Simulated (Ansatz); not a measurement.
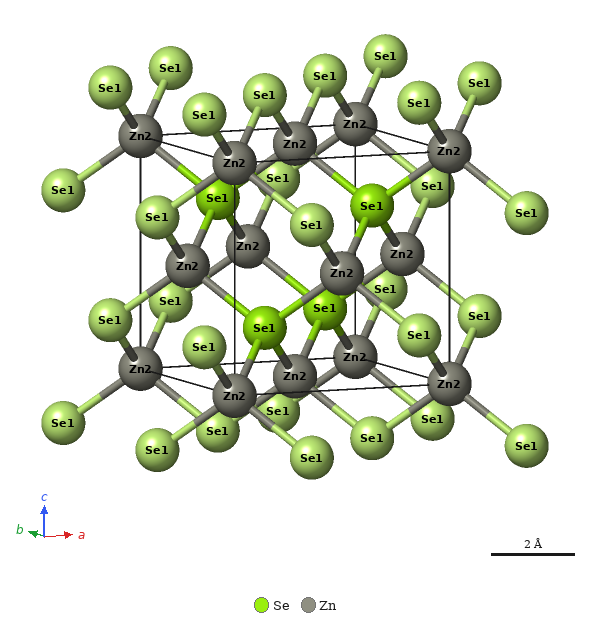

**Figure 1.** The structure as given in the input (ball-and-stick view of the cell 4 times as large as that of the calculation, set on its symmetry axes, seen slightly off an axis; neighbours outside the cell are drawn fainter; atoms are numbered from 1 in the order of the input). Near neighbours in the crystal (not all of them lie inside the picture): Se has 4 Zn at 2.45 Å; Zn has 4 Se at 2.45 Å.

## ZnSe: a failed or faulty run and its cure

System: ZnSe (F-43m, 2 atoms in the cell).
Method of the first run: Kohn-Sham DFT of a periodic cell, BLYP, JTH PAW (Ansatz 0.2.0).

The structure derives from an entry of the Crystallography Open Database. The run did not end well. Text and figures count atoms from 1; the logs count them from 0 in places.

**Input, the first run**
```yaml
crystal:
  lattice:
    - [0.0, 2.8338, 2.8338]
    - [2.8338, 0.0, 2.8338]
    - [2.8338, 2.8338, 0.0]
  atoms:
    - { symbol: Se, position: [0.75, 0.75, 0.75], spin: 0.5 }
    - { symbol: Zn, position: [0.0, 0.0, 0.0] }
hamiltonian:
  xc: blyp
  pseudopotentials: { kind: paw, source: jth }
magnetization:
  spin_polarized: true
kpoints:
  mp_grid: { grid: [8, 8, 8] }
scf:
  occupations: { method: fermi_dirac, width: 0.1 }
  n_extra_bands: 14
output:
  eigenvalues: true
  wannier:
    kmesh: [6, 6, 6]
    projections: [{ site: 0, l: p }]
    minimise: true
    write_xyz: true
    disentanglement: { window: [-3.1, 18.4], frozen_window: [-1.6, 6.7] }
```

Command:
```bash
ansatz run input.yaml --threads 1 --pin off --max-ram 2560MiB --backend cpu --events-out ev --progress --plain --runs-dir out
```

Hardware: 1 thread of Arm Neoverse V2, 24 GiB of memory available, shared host.

**Output, shortened to warnings, some set-up lines, iterations and results (the first run)**
```
Warning: [file] the checks of this Se dataset prove no rule for summing its radial tables, as where they were carried onto another mesh than they were made on, and Gregory's rule is taken, under which a leading mesh point left out moves its sums only by what lay on the interval it spanned. That does not make them correct, and they differ from Quantum ESPRESSO's on this file; a re-export a …
Warning: [file] the checks of this Zn dataset prove no rule for summing its radial tables, as where they were carried onto another mesh than they were made on, and Gregory's rule is taken, under which a leading mesh point left out moves its sums only by what lay on the interval it spanned. That does not make them correct, and they differ from Quantum ESPRESSO's on this file; a re-export a …
WARN: the starting moments were not kept: the SCF closed with an absolute magnetisation of 1.2e-6 μB, where they sum to 0.5 μB in size (1 site). That is at most 0.1 of that sum. Measured as dr2_m measures the in/out step, that magnetisation stands 1.8e-13 eV from none, at or under the dr2_threshold of 1.0e-7 eV: it is no larger than a step whose dr2_m would equal this threshold. The system may …
WARN: eigensolver did not converge in 17 slots of this pass, the one above among them; of largest residual over every band (σ=↑ k=16): 1 band(s) unlocked (lowest unlocked band 22, counted from 0; max residual 7.49e-4 eV among the unlocked bands, 7.49e-4 eV over every band); of lowest unlocked band (σ=↑ k=3): band 21
WARN: one of the run's output files is refused, and neither it nor the files that depend on it are written in full: [file] frozen window holds 8 > num_wann = 3 bands at ik = 0 (ik counts from 0, the k-points of the .win, .mmn and .eig files from 1)
Basis set: ecut = 1080 eV, 3695 PW (Γ), exchange–correlation on 108×108×108 points (8 copies of the dense FFT grid, shifted against one another)
Symmetry: 24 space group operations
k-points: 29 of 512 (time reversal used)
Initial density: superposition of atomic densities (chi_scale 0.1, normalization cell, long waves kept (reshape's long-wave potential 0.00 eV rms))
[...]
SCF iter   1: F=—  HF=-5915.362775 eV  |F-HF|=—  |Δ(HF+E_count)|=         —  Δρ=1.66e-2 (↑1.19e-2 ↓1.66e-2)  dr2=2.37e-1  dr2_m=3.35e-2  M=0.000 μB ∫|m|=0.065 μB  β_m=0.30  …
SCF iter   2: F=—  HF=-5915.337310 eV  |F-HF|=—  |Δ(HF+E_count)|=   2.55e-2  Δρ=1.06e-2 (↑8.21e-3 ↓1.06e-2)  dr2=7.89e-2  dr2_m=1.74e-2  M=0.000 μB ∫|m|=0.049 μB  β_m=0.30  …
SCF iter   3: F=—  HF=-5915.336316 eV  |F-HF|=—  |Δ(HF+E_count)|=   9.93e-4  Δρ=5.58e-3 (↑5.58e-3 ↓4.94e-3)  dr2=7.54e-3  dr2_m=9.00e-3  M=0.000 μB ∫|m|=0.037 μB  β_m=0.30  …
SCF iter   4: F=—  HF=-5915.341041 eV  |F-HF|=—  |Δ(HF+E_count)|=   4.72e-3  Δρ=3.70e-3 (↑3.70e-3 ↓3.22e-3)  dr2=9.21e-4  dr2_m=4.69e-3  M=0.000 μB ∫|m|=0.028 μB  β_m=0.30  …
SCF iter   5: F=—  HF=-5915.343507 eV  |F-HF|=—  |Δ(HF+E_count)|=   2.47e-3  Δρ=2.46e-3 (↑2.46e-3 ↓2.42e-3)  dr2=5.69e-5  dr2_m=2.46e-3  M=0.000 μB ∫|m|=0.022 μB  β_m=0.30  …
SCF iter   6: F=—  HF=-5915.344786 eV  |F-HF|=—  |Δ(HF+E_count)|=   1.28e-3  Δρ=1.78e-3 (↑1.78e-3 ↓1.76e-3)  dr2=2.27e-6  dr2_m=1.30e-3  M=0.000 μB ∫|m|=0.017 μB  β_m=0.30  …
SCF iter   7: F=—  HF=-5915.345444 eV  |F-HF|=—  |Δ(HF+E_count)|=   6.59e-4  Δρ=1.29e-3 (↑1.29e-3 ↓1.28e-3)  dr2=1.58e-7  dr2_m=6.90e-4  M=0.000 μB ∫|m|=0.013 μB  β_m=0.30  …
SCF iter   8: F=—  HF=-5915.345794 eV  |F-HF|=—  |Δ(HF+E_count)|=   3.50e-4  Δρ=9.40e-4 (↑9.40e-4 ↓9.38e-4)  dr2=7.80e-8  dr2_m=3.68e-4  M=0.000 μB ∫|m|=0.010 μB  β_m=0.65  …
SCF iter   9: F=—  HF=-5915.346202 eV  |F-HF|=—  |Δ(HF+E_count)|=   4.09e-4  Δρ=4.86e-5 (↑4.86e-5 ↓4.61e-5)  dr2=4.19e-8  dr2_m=9.24e-7  M=-0.000 μB ∫|m|=0.001 μB  β_m=0.82  …
SCF iter  10: F=—  HF=-5915.346203 eV  |F-HF|=—  |Δ(HF+E_count)|=   6.99e-7  Δρ=2.14e-5 (↑1.28e-5 ↓2.14e-5)  dr2=1.78e-7  dr2_m=8.06e-8  M=-0.000 μB ∫|m|=0.000 μB  β_m=0.83  …
SCF iter  11: F=—  HF=-5915.346203 eV  |F-HF|=—  |Δ(HF+E_count)|=   1.84e-7  Δρ=1.68e-5 (↑1.68e-5 ↓1.07e-5)  dr2=2.54e-7  dr2_m=1.54e-8  M=-0.000 μB ∫|m|=0.000 μB  β_m=0.65  …
SCF iter  12: F=—  HF=-5915.346203 eV  |F-HF|=—  |Δ(HF+E_count)|=   1.33e-7  Δρ=2.24e-6 (↑1.49e-6 ↓2.24e-6)  dr2=6.42e-10  dr2_m=1.40e-9  M=0.000 μB ∫|m|=0.000 μB  β_m=0.83  …
SCF iter  13: F=-5915.346203 eV  HF=-5915.346203 eV  |F-HF|=4.91e-10  |Δ(HF+E_count)|=  8.93e-10  Δρ=4.92e-7 (↑4.60e-7 ↓4.92e-7)  dr2=6.00e-10  dr2_m=4.42e-12  M=0.000 μB …
SCF 1 converged in 13 iterations: F = -5915.346203 eV  dr2 = 6.00e-10
WARN: the starting moments were not kept: the SCF closed with an absolute magnetisation of 1.2e-6 μB, where they sum to 0.5 μB in size (1 site). That is at most 0.1 of that sum. Measured as dr2_m measures the in/out step, that magnetisation stands 1.8e-13 eV from none, at or under the dr2_threshold …
NSCF: frozen V_eff on 19 k-points
WARN: eigensolver did not converge in 17 slots of this pass, the one above among them; of largest residual over every band (σ=↑ k=16): 1 band(s) unlocked (lowest unlocked band 22, counted from 0; max residual 7.49e-4 eV among the unlocked bands, 7.49e-4 eV over every band); of lowest unlocked band …
the Wannier pass solved 19 of the 216 points of its mesh, and has the states at the others by symmetry: states obtained by the crystal's operations at points that were solved too leave a residual of 3.82e-13 eV (read by the count's bands and the next), within 6.67e-6 eV
SCF converged after 13 iterations
Magnetization: 0.0000 μB (9.0000 up, 9.0000 down)
Absolute magnetization: 0.0000 μB (∫|ρ↑−ρ↓|, with the PAW one-centre terms)
Spin contamination: 0.0000 ħ² per cell (⟨S²⟩ above its minimum at these occupations)
[...]
```

What should be changed in this input?

The run ended with an error: “[file] frozen window holds 8 > num_wann = 3 bands at ik = 0 (ik counts from 0, the k-points of the .win, .mmn and .eig files from 1)” Notes on the run: the eigensolver left some states unconverged; some starting moments were not kept. Points of doubt noted for this run: forces on files of another functional.

A run of the same system that converges differs from this input as follows (lines with − go, lines with + come):
```diff
-  n_extra_bands: 14
+  forces: true
+  stress: true
-  wannier:
-    kmesh: [6, 6, 6]
-    projections: [{ site: 0, l: p }]
-    minimise: true
-    write_xyz: true
-    disentanglement: { window: [-3.1, 18.4], frozen_window: [-1.6, 6.7] }
```

**Output, shortened to warnings, some set-up lines, iterations and results (the second run)**
```
Warning: [file] the checks of this Se dataset prove no rule for summing its radial tables, as where they were carried onto another mesh than they were made on, and Gregory's rule is taken, under which a leading mesh point left out moves its sums only by what lay on the interval it spanned. That does not make them correct, and they differ from Quantum ESPRESSO's on this file; a re-export a …
Warning: [file] the checks of this Zn dataset prove no rule for summing its radial tables, as where they were carried onto another mesh than they were made on, and Gregory's rule is taken, under which a leading mesh point left out moves its sums only by what lay on the interval it spanned. That does not make them correct, and they differ from Quantum ESPRESSO's on this file; a re-export a …
WARN: the starting moments were not kept: the SCF closed with an absolute magnetisation of 7.8e-7 μB, where they sum to 0.5 μB in size (1 site). That is at most 0.1 of that sum. Measured as dr2_m measures the in/out step, that magnetisation stands 7.9e-14 eV from none, at or under the dr2_threshold of 1.0e-7 eV: it is no larger than a step whose dr2_m would equal this threshold. The system may …
Basis set: ecut = 1080 eV, 3695 PW (Γ), exchange–correlation on 108×108×108 points (8 copies of the dense FFT grid, shifted against one another)
Symmetry: 24 space group operations
k-points: 29 of 512 (time reversal used)
Initial density: superposition of atomic densities (chi_scale 0.1, normalization cell, long waves kept (reshape's long-wave potential 0.00 eV rms))
[...]
SCF iter   1: F=—  HF=-5915.362563 eV  |F-HF|=—  |Δ(HF+E_count)|=         —  Δρ=1.66e-2 (↑1.19e-2 ↓1.66e-2)  dr2=2.37e-1  dr2_m=3.35e-2  M=0.000 μB ∫|m|=0.065 μB  β_m=0.30  …
SCF iter   2: F=—  HF=-5915.336932 eV  |F-HF|=—  |Δ(HF+E_count)|=   2.56e-2  Δρ=1.06e-2 (↑8.23e-3 ↓1.06e-2)  dr2=7.92e-2  dr2_m=1.74e-2  M=0.000 μB ∫|m|=0.049 μB  β_m=0.30  …
SCF iter   3: F=—  HF=-5915.336271 eV  |F-HF|=—  |Δ(HF+E_count)|=   6.61e-4  Δρ=5.56e-3 (↑5.56e-3 ↓4.94e-3)  dr2=7.25e-3  dr2_m=9.00e-3  M=0.000 μB ∫|m|=0.037 μB  β_m=0.30  …
SCF iter   4: F=—  HF=-5915.341037 eV  |F-HF|=—  |Δ(HF+E_count)|=   4.77e-3  Δρ=3.68e-3 (↑3.68e-3 ↓3.19e-3)  dr2=7.29e-4  dr2_m=4.69e-3  M=0.000 μB ∫|m|=0.028 μB  β_m=0.30  …
SCF iter   5: F=—  HF=-5915.343506 eV  |F-HF|=—  |Δ(HF+E_count)|=   2.47e-3  Δρ=2.45e-3 (↑2.45e-3 ↓2.42e-3)  dr2=5.49e-5  dr2_m=2.46e-3  M=0.000 μB ∫|m|=0.022 μB  β_m=0.30  …
[... 5 lines ...]
SCF iter  11: F=—  HF=-5915.346203 eV  |F-HF|=—  |Δ(HF+E_count)|=   2.15e-7  Δρ=8.77e-6 (↑6.43e-6 ↓8.77e-6)  dr2=1.02e-7  dr2_m=1.38e-9  M=-0.000 μB ∫|m|=0.000 μB  β_m=0.73  …
SCF iter  12: F=—  HF=-5915.346203 eV  |F-HF|=—  |Δ(HF+E_count)|=   5.39e-8  Δρ=3.32e-6 (↑3.32e-6 ↓1.08e-6)  dr2=6.48e-9  dr2_m=7.79e-10  M=0.000 μB ∫|m|=0.000 μB  β_m=0.72  …
SCF iter  13: F=—  HF=-5915.346203 eV  |F-HF|=—  |Δ(HF+E_count)|=   3.41e-9  Δρ=5.28e-7 (↑5.28e-7 ↓3.90e-7)  dr2=5.15e-10  dr2_m=2.68e-11  M=0.000 μB ∫|m|=0.000 μB  β_m=0.60  …
SCF iter  14: F=-5915.346203 eV  HF=-5915.346203 eV  |F-HF|=3.64e-12  |Δ(HF+E_count)|=  1.76e-10  Δρ=6.35e-8 (↑6.35e-8 ↓5.53e-8)  dr2=3.51e-12  dr2_m=1.06e-12  M=0.000 μB …
SCF 1 converged in 14 iterations: F = -5915.346203 eV  dr2 = 3.51e-12
WARN: the starting moments were not kept: the SCF closed with an absolute magnetisation of 7.8e-7 μB, where they sum to 0.5 μB in size (1 site). That is at most 0.1 of that sum. Measured as dr2_m measures the in/out step, that magnetisation stands 7.9e-14 eV from none, at or under the dr2_threshold …
SCF converged after 14 iterations
Magnetization: 0.0000 μB (9.0000 up, 9.0000 down)
Absolute magnetization: 0.0000 μB (∫|ρ↑−ρ↓|, with the PAW one-centre terms)
Spin contamination: 0.0000 ħ² per cell (⟨S²⟩ above its minimum at these occupations)
Per-site moments (μB) at R_I (Å): [(-8.247321193613824e-8, 1.0123339005632912), (-8.141982363353619e-8, 1.0123339005632912)]
Free energy (F): -5915.346203 eV
Harris-Foulkes:  -5915.346203 eV  (|F-HF|=3.64e-12)
Internal energy: -5915.346168 eV  (E = F + TS)
E sigma→0 (E₀):  -5915.346185 eV
Entropy (-TS):   -0.000036 eV (-0.018 meV/atom)
Fermi energy:    7.176538 eV
--- Per-component energies (eV) ---
  E_band       = 12.207805
  E_kinetic    = 274.060054
  E_local      = -2010.903418  (includes V_loc(G=0)·N_el)
  E_nonlocal   = 503.419948
  E_hartree    = 605.240147
  E_xc         = -218.066864
  E_vxc        = -153.324140  (∫ρ·V_xc dr)
  E_paw        = -3873.945776  (= ΣΔE_a)
  E_vpaw       = 188.474889  (= ΣTr[D̂ρ^β])
[...]
```

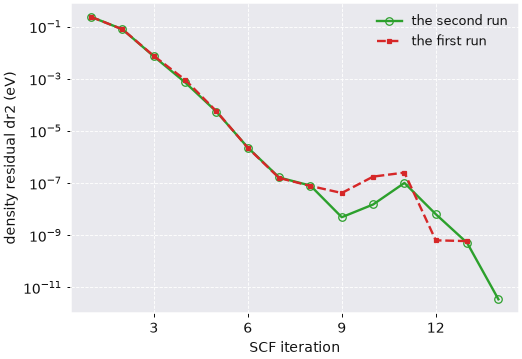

**Figure 2.** Convergence of the two runs: density residual dr2 against the SCF iteration. The second run takes 14 iterations in all, and the first run stops after 13.

**The two runs side by side**

```tsv
quantity	the first run	the second run
outcome	error	converged
free energy per atom (eV)	–	−2957.6731
gap on the mesh (eV)	–	1.25
net moment of the cell (μB)	–	0.00
absolute moment of the cell (μB)	–	0.00
pressure (GPa)	–	5.57
volume per atom (Å³)	–	22.76
largest force (eV/Å)	–	0.000
SCF iterations	–	14
irreducible k-points	–	29
plane waves at Γ	–	3695
wall time (shared host)	39 s	21 s
```

Notes on the second run: Notes on the run: some starting moments were not kept. Points of doubt noted for this run: forces on files of another functional. The cell is under a pressure of 5.6 GPa at this level, so it is not at its equilibrium volume.
